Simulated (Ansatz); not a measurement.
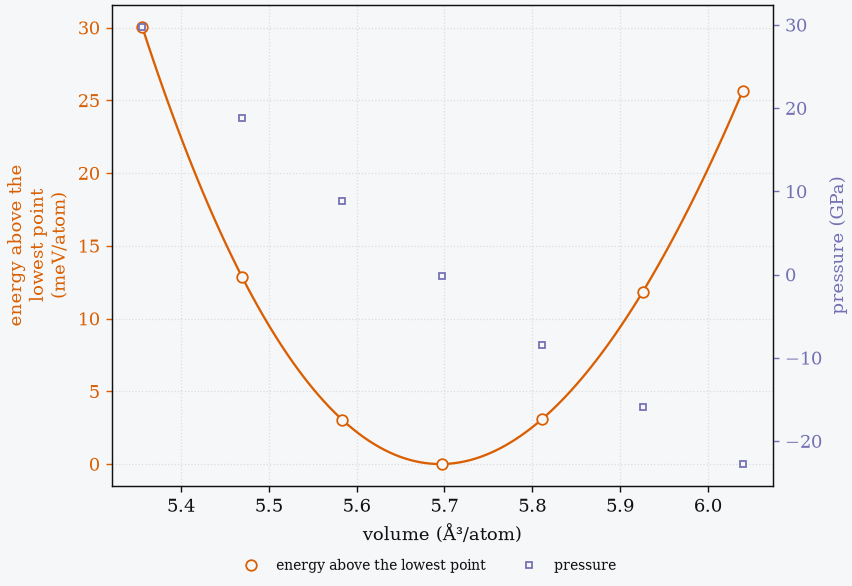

How it was computed, with Ansatz 0.2.0 development build: equation of state of a cubic crystal from periodic Kohn-Sham density functional theory without spin, third-order Birch-Murnaghan fit to the free energies; pressure corrected for the finite basis. Level: PBE.

- structure type: diamond
- atoms in cell: 2
- space group number: 227
- lattice centring: face-centred primitive
- k mesh: 52×52×52
- occupation method: Fermi–Dirac
- occupation width: 0.06123 eV
- wave cutoff: 420 eV
- datasets: soft-1 PAW
- density tolerance: 1e−07 eV
- bands: 8
- density cutoff ratio: 4
- search for lower states: default

Figure. Energy above the lowest point and pressure against volume for C, space group Fd-3m (No. 227) (one of a set of cubic test structures, which need not be the stable phase).

A third-order Birch–Murnaghan fit gives V0 = 5.70 Å³/atom, B0 = 433 GPa and B′ = 3.7. The energy above the lowest point is 30.1 meV/atom at volume 5.3558 Å³/atom and 25.6 meV/atom at 6.0395 Å³/atom; the lowest computed point is at volume 5.6977 Å³/atom (0.0 meV/atom). The pressure falls from 29.8 GPa at volume 5.3558 Å³/atom to −22.8 GPa at 6.0395 Å³/atom, and changes sign near 5.70 Å³/atom.
